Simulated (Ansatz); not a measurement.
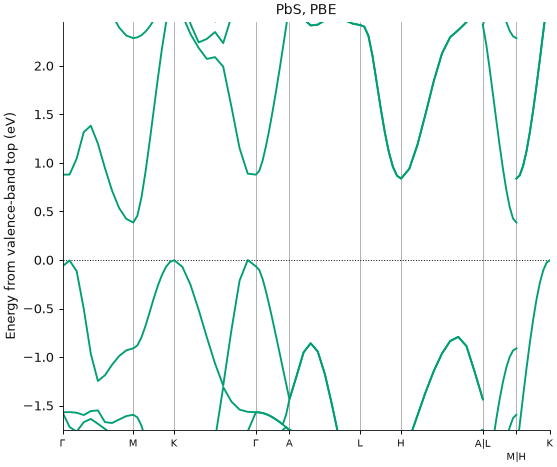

Band structure. Energies are counted from the top of the valence band.

### What lattice type does the k path imply?

A hexagonal (primitive) lattice: the path Γ–M–K–Γ–A–L–H–A|L–M|H–K runs through the special points of its Brillouin zone.

This input was run:

```
crystal:
  lattice:
    - [2.0429167601, -3.5384929633, 0.0]
    - [2.0429167601, 3.5384929633, 0.0]
    - [0.0, 0.0, 7.4692077002]
  atoms:
    - { symbol: Pb, position: [-1.7297e-06, 1.0000017297, 0.4829158624] }
    - { symbol: Pb, position: [1.0000017297, -1.7297e-06, 0.9829158624] }
    - { symbol: S, position: [0.6666675253, 0.3333324747, 0.6962841376] }
    - { symbol: S, position: [0.3333324747, 0.6666675253, 0.1962841376] }
kpoints:
  mp_grid: { grid: [12, 12, 4] }
  band_path:
    path:
      - [[0.0, 0.0, 0.0], [-4.05113649063e-06, 0.500001012778, 0.0], [-0.333339410034, 0.666670717795, 0.0], [0.0, 0.0, 0.0], [0.0, 0.0, 0.5], [-4.05113649063e-06, 0.500001012778, 0.5], [-0.333339410034, 0.666670717795, 0.5], [0.0, 0.0, 0.5]]
      - [[-4.05113649063e-06, 0.500001012778, 0.5], [-4.05113649063e-06, 0.500001012778, 0.0]]
      - [[-0.333339410034, 0.666670717795, 0.5], [-0.333339410034, 0.666670717795, 0.0]]
    npoints: 10
hamiltonian:
  xc: pbe
scf:
  occupations: { method: fermi_dirac, width: 0.02 }
  n_extra_bands: 5
output:
  forces: true
  stress: true
  eigenvalues: true
  write_density: true
  write_potential: true
  elf: true
  volumetric_format: npy
```

System: PbS, space group P6_3mc, 4 atoms in the cell, relaxed with r2SCAN+rVV10.

Ansatz; PBE, Ansatz PAW set, no spin polarisation, no spin-orbit coupling, 12×12×4 k mesh, 420 eV cutoff, Fermi-Dirac smearing of 0.02 eV.

### Read off the fundamental gap and say whether it is direct.

The bands leave a gap. The gap along this path is 0.39 eV and indirect, from the valence-band top at K to the conduction-band bottom at M; the smallest direct gap is 0.89 eV, between Γ and M. At Γ the top valence band lies only 0.06 eV lower.

### What are the direct gaps at Γ and M?

The direct gaps are 0.95 eV at Γ and 1.30 eV at M.

### How many bands meet at the valence-band top?

The top valence level at K is a single band, not degenerate (spin aside).

Spin-orbit coupling is left out, which matters for Pb and can close so small a gap. The usual form of PbS is rocksalt.
